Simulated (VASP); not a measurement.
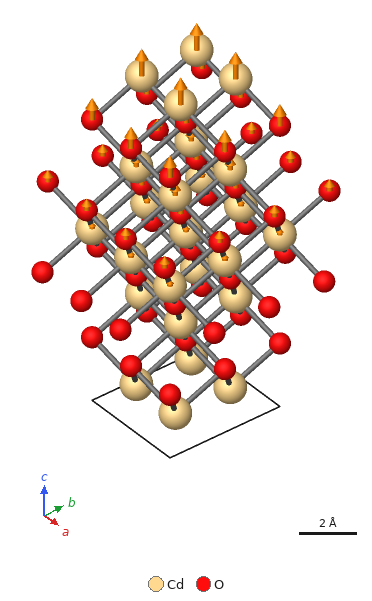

This is a relaxation of a slab of composition Cd$_{5}$O$_{4}$. The starting structure is drawn; orange arrows show the displacements, magnified 5 times.

Style: ball-and-stick. Shown: the 2 × 2 repeat of the cell, outlined in the plane, without the vacuum, slightly off an axis.

The run lets the atoms move in a fixed cell. 4 atoms are held fixed.

Theory: Kohn-Sham DFT of a periodic cell, PBE with D4, VASP PAW PBE potentials, recommended (VASP).

The input:
```
PREC     = Accurate       # precision mode
ENCUT    = 520            # plane-wave cutoff, eV
EDIFF    = 1E-6           # SCF threshold, eV
ISMEAR   = 0              # smearing method
SIGMA    = 0.05           # smearing width, eV
LREAL    = F              # projectors in reciprocal space
LASPH    = T              # aspherical terms in the spheres
NELM     = 100            # most SCF steps
ALGO     = Normal         # electronic algorithm
ISIF     = 2              # what is computed and relaxed
LWAVE    = F              # write WAVECAR
LCHARG   = F              # write CHGCAR
LDIPOL   = T            
IDIPOL   = 3            
DIPOL    = 0.5 0.5 0.500
GGA      = PE             # functional
IVDW     = 13             # dispersion correction
IBRION   = 2              # ionic algorithm
NSW      = 60             # ionic steps
EDIFFG   = -0.01          # ionic threshold
```

Run as
```bash
cat potpaw_PBE.64/Cd/POTCAR potpaw_PBE.64/O/POTCAR > POTCAR
mpirun -np 1 vasp_std > vasp.out
```

> What happened in the run?

After 14 geometry steps the energy has fallen by 39.1 meV per cell of the calculation. Largest force component: 0.44 eV/Å at the start, 0.44 eV/Å at the end. The largest move is that of a Cd atom, 0.20 Å along the normal (+c). Largest moves by element: Cd 0.20 Å, O 0.16 Å. The lattice vectors keep their values. Among the contacts that change: Cd–O 2.348 → 2.387 Å, Cd–O 2.348 → 2.354 Å.
